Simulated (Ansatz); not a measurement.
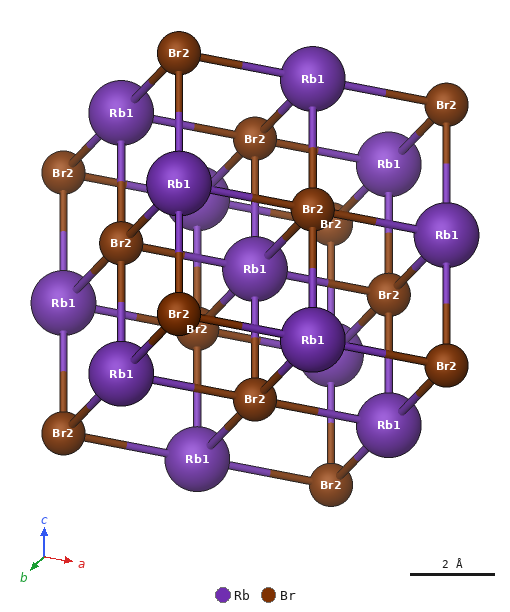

This is solid RbBr (built on the rocksalt type). The picture is a ball-and-stick view of the conventional cell (4 times the calculation's cell), seen from a free direction. Lengths and directions refer to the drawn axes.

The calculation used DFT PBE, scalar-relativistic, plane waves, PAW (Ansatz). Set-up: plane-wave cutoff 420 eV; k-point mesh 8 × 8 × 8; occupations gaussian; smearing width 0.05 eV; no spin polarisation.

The variant: The cell is strained by −2.0 % along a and none across it (volume −2.0 %), the atoms keeping their fractional coordinates. No relaxation follows.

The input:
```yaml
crystal:
  lattice:
    - [0.0, 3.5083429181, 3.5083429181]
    - [3.4381760597, 0.0, 3.5083429181]
    - [3.4381760597, 3.5083429181, 0.0]
  atoms:
    - { symbol: Rb, position: [0.5, 0.5, 0.5] }
    - { symbol: Br, position: [0.0, 0.0, 0.0] }
basis:
  ecutwfc: 420
  ecutrho_ratio: 4
kpoints:
  mp_grid: { grid: [8, 8, 8] }
hamiltonian:
  xc: pbe
scf:
  occupations: { method: gaussian, width: 0.05 }
output:
  forces: true
  stress: true
  eigenvalues: true
```

Run as
```bash
ansatz run input.yaml --threads 2 --pin off --max-ram 2662MiB --backend cpu --events-out ev --progress --plain --runs-dir out
```

### What is the effect?

Some distances before and after: Br–Rb 3.508 → 3.438 to 3.508 Å. The space group (tolerance 0.01 Å) goes from Fm-3m (No. 225) to I4/mmm (No. 139). It costs 1.6 meV per atom. Pressure: 0.0 GPa before, 0.3 GPa after. The principal stresses (compression positive) are 0.6 GPa along a and 0.1 GPa across it. All forces vanish by symmetry. The gap on the k-mesh goes from 4.19 to 4.23 eV.

The changed structure in the same view:

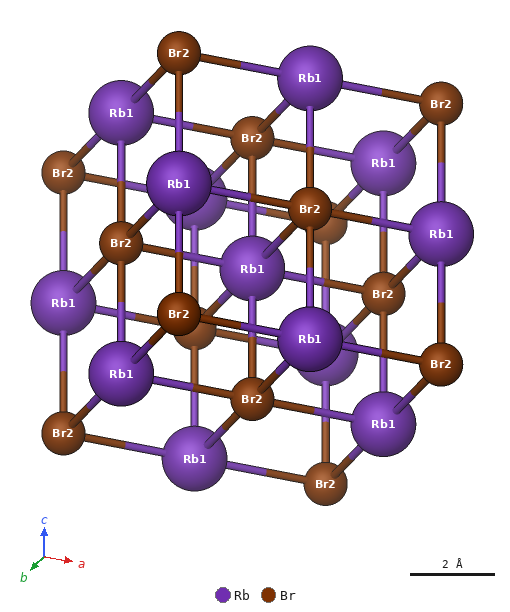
